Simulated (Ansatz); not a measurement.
```cif
data_structure
_symmetry_space_group_name_H-M 'P 1'
_symmetry_Int_Tables_number 1
_cell_length_a 6.5867
_cell_length_b 7.3839
_cell_length_c 3.7204
_cell_angle_alpha 90.000
_cell_angle_beta 90.000
_cell_angle_gamma 90.000
_cell_volume 180.94
loop_
_atom_site_label
_atom_site_type_symbol
_atom_site_fract_x
_atom_site_fract_y
_atom_site_fract_z
_atom_site_occupancy
Al1 Al 0.00000 0.50000 0.00000 1
Al2 Al 0.50000 0.00000 0.00000 1
Al3 Al 0.00000 0.22031 0.50000 1
Al4 Al 0.50000 0.72031 0.50000 1
Al5 Al 0.00000 0.77969 0.50000 1
Al6 Al 0.50000 0.27969 0.50000 1
Ni1 Ni 0.00000 0.00000 0.00000 1
Ni2 Ni 0.50000 0.50000 0.00000 1
Ni3 Ni 0.25000 0.25000 0.00000 1
Ni4 Ni 0.75000 0.75000 0.00000 1
Ni5 Ni 0.25000 0.75000 0.00000 1
Ni6 Ni 0.75000 0.25000 0.00000 1
Ni7 Ni 0.27624 0.00000 0.50000 1
Ni8 Ni 0.77624 0.50000 0.50000 1
Ni9 Ni 0.22376 0.50000 0.50000 1
Ni10 Ni 0.72376 0.00000 0.50000 1
```

Space group Cmmm; a structure from a database of computed crystals, not necessarily the ambient phase; computed without spin polarisation.

Theory: DFT PBEsol, scalar-relativistic, plane waves, PAW (Ansatz).

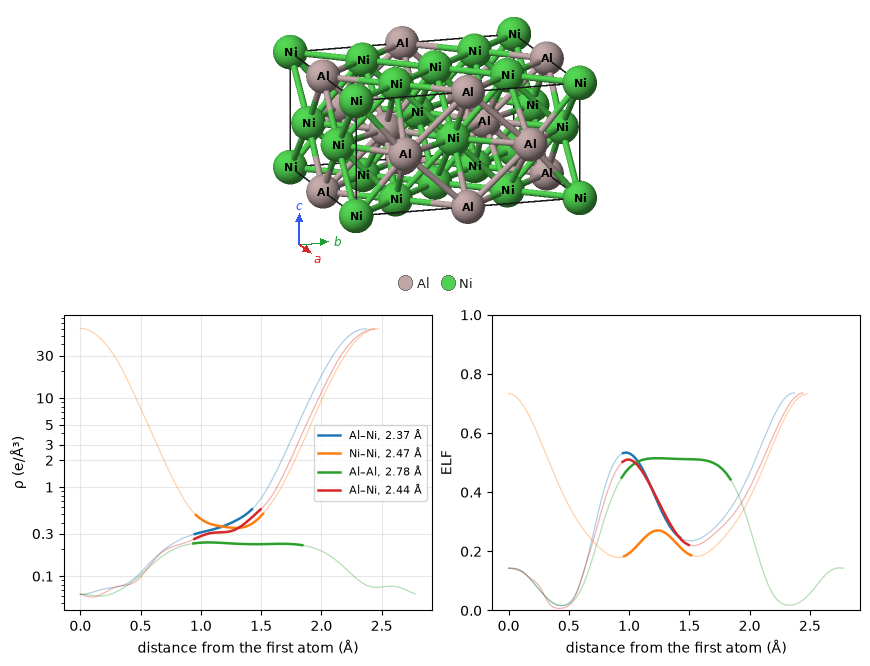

Al$_{3}$Ni$_{5}$. Valence electron density and electron localisation function along straight lines between neighbouring atoms. Thin, pale parts lie inside the atomic spheres. The structure is drawn too.

Core electrons are frozen (PAW), and the valence fields are smoothed inside the atomic spheres.

Compare the contacts.

Al–Ni (2.37 Å): ρ is about 0.36 e/Å³ halfway; the ELF is about 0.40 at the midpoint.
Ni–Ni (2.47 Å): ρ at the midpoint is about 0.35 e/Å³; the ELF is about 0.25 at the midpoint; no shared electron pair shows on this line.
Al–Al (2.78 Å): ρ at the midpoint is about 0.23 e/Å³; the ELF is about 0.50 at the midpoint.
Al–Ni (2.44 Å): the density is about 0.31 e/Å³ at the midpoint; the ELF is about 0.40 at the midpoint.
